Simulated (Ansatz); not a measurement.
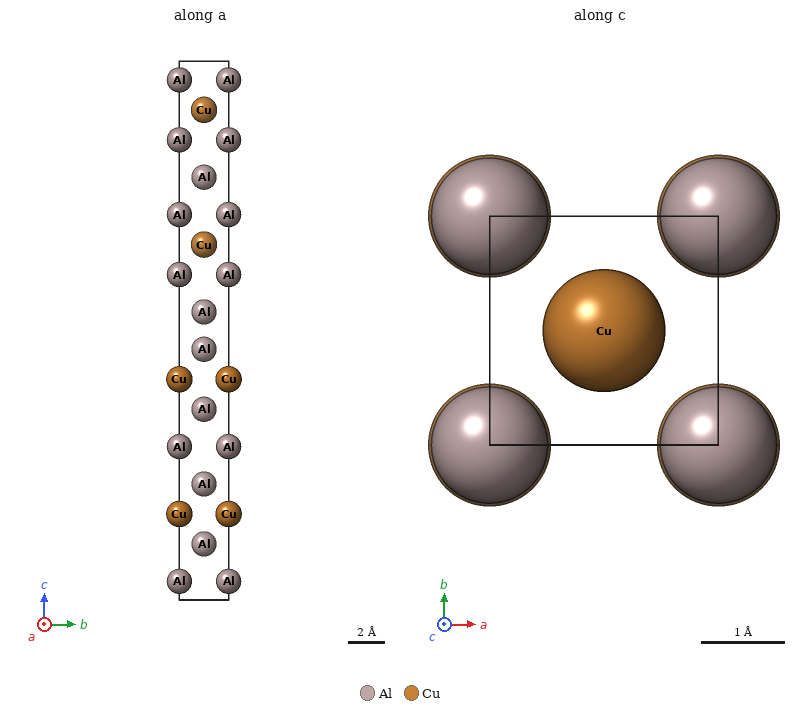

Spheres-only representation of a periodic structure, projected along the a axis and along the c axis. Atoms at the boundary of the conventional unit cell (the box) are drawn once for each face, edge or corner they touch.

Al3Cu, space group I4mm (No. 107), a = 2.77 Å, b = 2.77 Å, c = 30.37 Å, α = 90.00°, β = 90.00°, γ = 90.00°.

All computed values are from DFT r2SCAN, scalar-relativistic, plane waves, PAW in Ansatz. Settings: plane-wave cutoff 500 eV, k-points about 0.14 Å⁻¹ apart, Gaussian smearing of 0.15 eV, no spin polarisation.

How large a gap does the method give, if there is one?

Answer. A metal: bands cross the Fermi level.

Which way would the volume go on relaxing?

Answer. The computed pressure is 5.5 GPa (compressed: it would expand). The stress isn't hydrostatic: its largest component is 14.5 GPa.

It goes back to a structure listed in the Materials Project. The cell was then strained or its atoms displaced on purpose. A calculation with Ansatz used it as input.

At this level of theory the run's own cell isn't at rest (compressed, at 5 GPa and forces up to 5.8 eV/Å), so its distances can differ from those at equilibrium, the more so the softer the solid.
